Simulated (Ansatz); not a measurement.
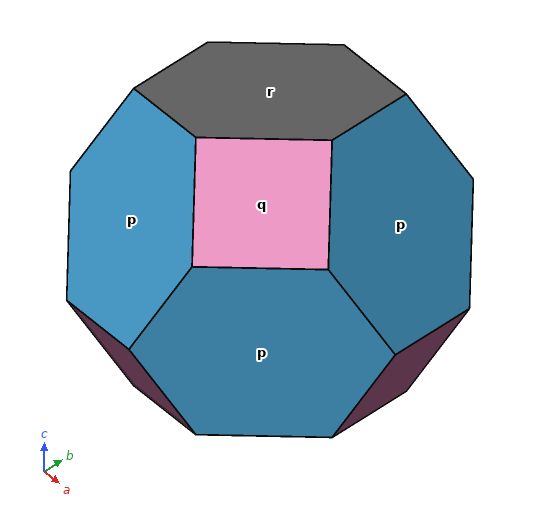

The shape was computed with the Donnay–Harker form of the Bravais–Friedel law: planes with larger spacing d grow more slowly and so show as larger faces; centring, glide planes and screw axes halve or divide d. Faces of one form share a colour. Cell of Ti: space group R-3m (No. 166), a = 2.839 Å, b = 2.839 Å, c = 7.077 Å, α = 90.00°, β = 90.00°, γ = 120.00°. Source: the geometry relaxed (final pressure about 1.5 GPa) with Ansatz 0.2.0, DFT PBEsol, scalar-relativistic, plane waves, PAW. Forms under 0.4 % of the area are left out.

Index the forms that can be seen.

Answer. blue (p): {101} (d = 2.32 Å, 58 % of the area); pink (q): {012} (d = 2.02 Å, 22 % of the area); grey (r): {003} (d = 2.36 Å, 20 % of the area).
